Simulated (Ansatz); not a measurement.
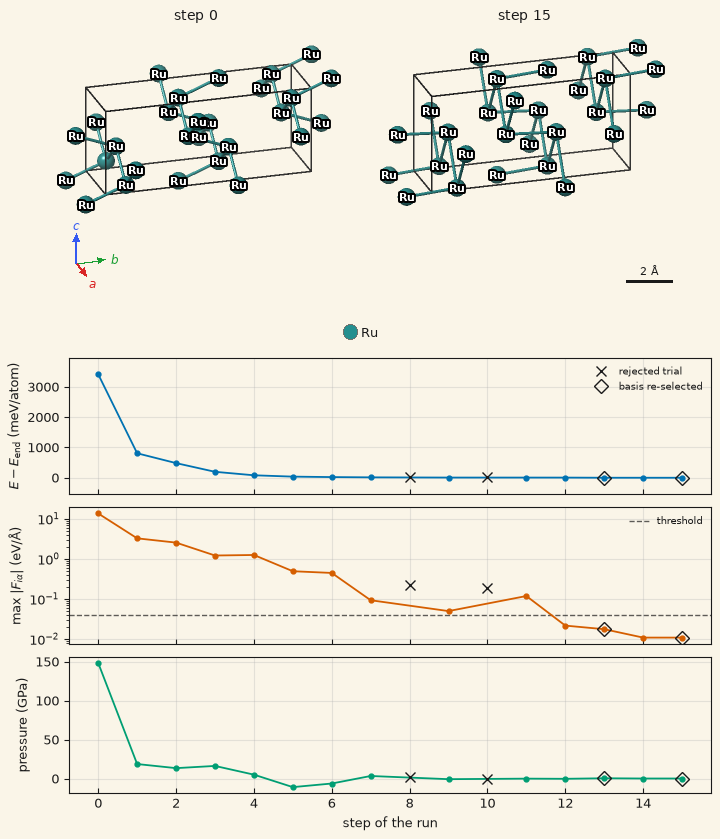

First and last geometry of a relaxation of crystalline Ru (built on the black phosphorus_64 type) (coarse preliminary run), with the history of the run. A ball-and-stick model of the conventional cell (2 times the calculation's cell), seen from a free direction. Lengths and directions refer to the drawn axes.

Case: black phosphorus type (Cmce, No. 64).

These are results of Ansatz 0.2.0, DFT PBEsol, scalar-relativistic, plane waves, PAW, not measurements.

Input file:
```yaml
crystal:
  lattice:
    - [1.5001501721, -4.7587845338, 0.0]
    - [1.5001501721, 4.7587845338, 0.0]
    - [0.0, 0.0, 3.9701859539]
  atoms:
    - { symbol: Ru, position: [0.098, 0.902, 0.91] }
    - { symbol: Ru, position: [0.598, 0.402, 0.59] }
    - { symbol: Ru, position: [0.902, 0.098, 0.09] }
    - { symbol: Ru, position: [0.402, 0.598, 0.41] }
basis:
  ecutwfc: 420
kpoints:
  mp_grid: { grid: [6, 6, 4] }
hamiltonian:
  xc: pbesol
scf:
  occupations: { method: gaussian, width: 0.1 }
  lower_state_search: "off"
output:
  forces: true
  stress: true
  eigenvalues: true
relax:
  adjacent_minimum: "off"
  f_tol: 0.04
  max_steps: 70
  cell: { stress_tol: 0.4 }
```

What do the curves and the structures tell?

It converged. After 11 accepted moves (15 points after the start) the energy has fallen by 3415 meV per atom. Largest force component: 14 eV/Å at the start, 0.011 eV/Å at the end. Pressure: 148.34 GPa at the start and 0.22 GPa at the end. The line search rejected the trial steps at points 8, 10 of the run. At 2 points the geometry stayed and the basis and grid were re-selected for the new cell (energy shift of 4.6 meV per atom at most each time). The largest moves relative to the cell, 0.43 Å, are those of Ru1, Ru2, Ru3 and Ru4. Ru4 goes along [0 1 3]. The volume changes by +0.6 %, with a 3.000 → 2.707 Å (−9.8 %), b 9.518 → 9.203 Å (−3.3 %), c 3.970 → 4.576 Å (+15.3 %). Among the contacts that change: Ru1–Ru3 3.337 → 2.645 Å, Ru1–Ru2 1.966 → 2.523 Å, Ru1–Ru3 (another image) 1.998 → 2.340 Å, Ru1–Ru1 3.000 → 2.707 Å. Among the angles between lasting bonds that change: Ru2–Ru1–Ru2 99.5° → 64.9°, Ru2–Ru1–Ru3 103.4° → 93.3°. The space group stays Cmce (No. 64). The run took about 23 core-seconds on a shared host.

| step | E − E(0), meV/atom | largest force component, eV/Å | pressure, GPa | volume, Å³/atom | note |
| --- | --- | --- | --- | --- | --- |
| 0 | 0.00 | 13.5591 | 148.34 | 14.171 |  |
| 1 | -2607.33 | 3.2517 | 18.78 | 15.780 |  |
| 2 | -2931.99 | 2.5430 | 13.52 | 14.682 |  |
| 3 | -3219.07 | 1.2129 | 16.35 | 13.735 |  |
| 4 | -3333.94 | 1.2498 | 5.17 | 14.008 |  |
| 5 | -3378.37 | 0.4916 | -10.82 | 14.672 |  |
| 6 | -3393.48 | 0.4456 | -6.19 | 14.429 |  |
| 7 | -3402.18 | 0.0929 | 3.45 | 13.982 |  |
| 8 | -3401.43 | 0.2252 | 2.11 | 14.119 | rejected |
| 9 | -3409.38 | 0.0498 | -0.63 | 14.238 |  |
| 10 | -3407.08 | 0.1864 | 0.22 | 14.261 | rejected |
| 11 | -3409.86 | 0.1184 | 0.06 | 14.193 |  |
| 12 | -3410.41 | 0.0217 | -0.15 | 14.227 |  |
| 13 | -3415.02 | 0.0176 | 0.53 | 14.227 | same geometry, new basis |
| 14 | -3415.24 | 0.0109 | 0.22 | 14.249 |  |
| 15 | -3415.25 | 0.0109 | 0.22 | 14.249 | same geometry, new basis |

Limits of the set-up: the k-point mesh is coarse for a cell with partly filled bands.
